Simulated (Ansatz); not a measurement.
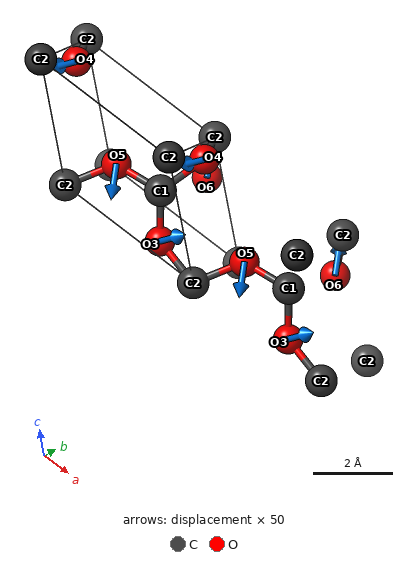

This is a relaxation of crystalline CO$_{2}$ (set up in I-42d). The starting structure is drawn; blue arrows show the displacements (the part carried along by the change of the cell is left out), 50 times their true length.

A ball-and-stick model of the cell of the calculation, repeated 2 × 1 × 1 with one cell outlined, seen slightly off an axis.

Case: volume × 1.06, shape and atoms relaxed.

All numbers below come from DFT PBEsol, scalar-relativistic, plane waves, PAW (Ansatz).

Input file:
```yaml
crystal:
  lattice:
    - [-2.0039886628, 2.0039886628, 3.0068983299]
    - [2.0039886628, -2.0039886628, 3.0068983299]
    - [2.0039886628, 2.0039886628, -3.0068983299]
  atoms:
    - { symbol: C, position: [0.75, 0.25, 0.5] }
    - { symbol: C, position: [0.0, 0.0, 0.0] }
    - { symbol: O, position: [0.7128879358, 0.125, 0.0878879358] }
    - { symbol: O, position: [0.0371120642, 0.625, 0.9121120642] }
    - { symbol: O, position: [0.375, 0.2871120642, 0.4121120642] }
    - { symbol: O, position: [0.875, 0.9628879358, 0.5878879358] }
basis:
  ecutwfc: 420
kpoints:
  mp_grid: { grid: [8, 8, 8] }
hamiltonian:
  xc: pbesol
scf:
  occupations: { method: gaussian, width: 0.02 }
output:
  forces: true
  stress: true
  eigenvalues: true
relax:
  adjacent_minimum: "off"
  f_tol: 0.01
  max_steps: 30
  cell: { stress_tol: 0.1, fix: [volume] }
```

Launched with:
```bash
ansatz run input.yaml --threads 2 --pin off --max-ram 5120MiB --backend cpu --events-out ev --progress --plain --runs-dir out
```

Atoms of which element are displaced furthest, and by how much?

Answer. Oxygen: up to 0.020 Å, against 0.000 Å for carbon.

Describe the change and its energy.

Answer. The energy falls by 15.0 meV per cell of the calculation in 3 accepted moves (4 points after the start). The largest force component goes from 0.39 to 0.0012 eV/Å. Pressure: −11.00 GPa at the start and −7.57 GPa at the end. At 1 point the geometry stayed and the basis and grid were re-selected for the new cell (energy shift of 0.2 meV per cell of the calculation at most each time). The largest moves relative to the cell, 0.020 Å, are those of O3, O4, O5 and O6. O6 goes along [0 1 1]. C stays in place. The drawn cell changes at constant volume: a = b = c 4.132 → 4.125 Å (−0.2 %), α 122.0° → 121.7°, β 122.0° → 121.7°, γ 86.6° → 87.1°. Near-neighbour distances that change, for instance: C1–O3 1.411 → 1.403 Å. The space group stays I-42d (No. 122). Cost: 12 s on 2 threads of Intel(R) Xeon(R) 6975P-C (Granite Rapids), with other jobs on the host, peak memory 0.4 GiB.
